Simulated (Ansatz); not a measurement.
```yaml
crystal:
  lattice:
    - [5.57448, 0.00000, 0.00000]
    - [-2.78724, 4.82764, 0.00000]
    - [0.00000, 0.00000, 31.34277]
  atoms:
    - { symbol: N, position: [0.33203, 0.33459, 0.24669] }
    - { symbol: N, position: [0.66537, 0.00126, 0.24669] }
    - { symbol: N, position: [0.99870, 0.66793, 0.24658] }
    - { symbol: Ga, position: [0.99870, 0.33469, 0.25727] }
    - { symbol: Ga, position: [0.33193, 0.00116, 0.25727] }
    - { symbol: Ga, position: [0.66547, 0.66793, 0.25727] }
    - { symbol: N, position: [0.99867, 0.33481, 0.32499] }
    - { symbol: N, position: [0.33181, 0.00110, 0.32498] }
    - { symbol: N, position: [0.66553, 0.66795, 0.32498] }
    - { symbol: Ga, position: [0.33201, 0.33462, 0.34167] }
    - { symbol: Ga, position: [0.66533, 0.00128, 0.34167] }
    - { symbol: Ga, position: [0.99867, 0.66796, 0.34182] }
    - { symbol: N, position: [0.33196, 0.33466, 0.40721] }
    - { symbol: N, position: [0.66529, 0.00133, 0.40721] }
    - { symbol: N, position: [0.99862, 0.66800, 0.40755] }
    - { symbol: Ga, position: [0.99861, 0.33382, 0.42543] }
    - { symbol: Ga, position: [0.33280, 0.00218, 0.42542] }
    - { symbol: Ga, position: [0.66445, 0.66801, 0.42540] }
    - { symbol: N, position: [0.99853, 0.33357, 0.49079] }
    - { symbol: N, position: [0.33304, 0.00257, 0.49074] }
    - { symbol: N, position: [0.66409, 0.66810, 0.49068] }
    - { symbol: Ga, position: [0.33211, 0.33495, 0.51106] }
    - { symbol: Ga, position: [0.66503, 0.00119, 0.51112] }
    - { symbol: Ga, position: [0.99848, 0.66817, 0.50919] }
```

Not relaxed (largest force 0.7 eV/Å).

Method: DFT PBE, scalar-relativistic, plane waves, PAW in Ansatz.

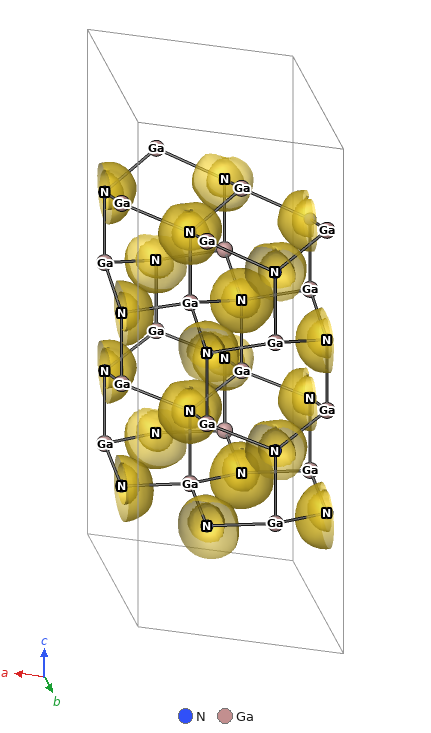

GaN (slab). Isosurface of the electron localisation function at 0.75 (yellow), seen at an oblique angle. Only the valence region is drawn (cores and ρ < 0.01 e/Å³ removed). Sticks mark near contacts.

Where are the electrons localised?

The surface consists of twelve regions wrapped around N (the valence shell of each), counted in one cell of 24 atoms. Counts are for one cell; the picture repeats the cell along the surface. Along the contacts the grid gives the following. Ga–N (1.89 Å): the ELF peaks at about 0.85 in the valence shell of N, 0.6 Å from its nucleus, and is about 0.50 at the midpoint. Ga–N (1.93 Å): the ELF peaks at about 0.85 in the valence shell of N, 0.7 Å from its nucleus, and is about 0.50 at the midpoint.

Does the calculation make it a metal, or give it a gap?

It is gapless in this calculation (a metal or semimetal).
